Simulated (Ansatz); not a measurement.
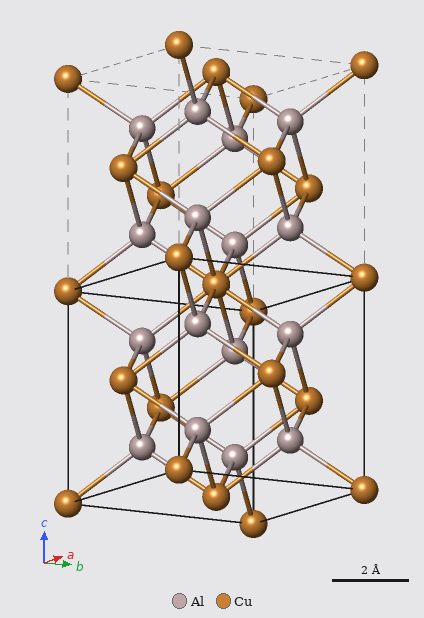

A ball-and-stick rendering, viewed from a general direction. The solid frame is a single conventional unit cell within a 1×1×2 block.

Al$_{2}$Cu, space group Fm-3m (No. 225), a = 5.73 Å, b = 5.73 Å, c = 5.73 Å, α = 90.00°, β = 90.00°, γ = 90.00°.

Electronic-structure method: DFT PBEsol, scalar-relativistic, plane waves, PAW in Ansatz 0.2.0. Parameters: a 420 eV plane-wave basis, k-points about 0.18 Å⁻¹ apart, Gaussian smearing of 0.15 eV, no spin polarisation.

**How large a gap does the method give, if there is one?**

A metal: bands cross the Fermi level.

**How far is the cell from zero pressure?**

The computed pressure is 0.0 GPa, close to zero.

The model was built from a structure listed in the Materials Project. Earlier steps of the study, as a rule a relaxation of our own, may have changed the cell and positions, so they can lie some per cent off the listed ones. An electronic-structure calculation with Ansatz was run on it.
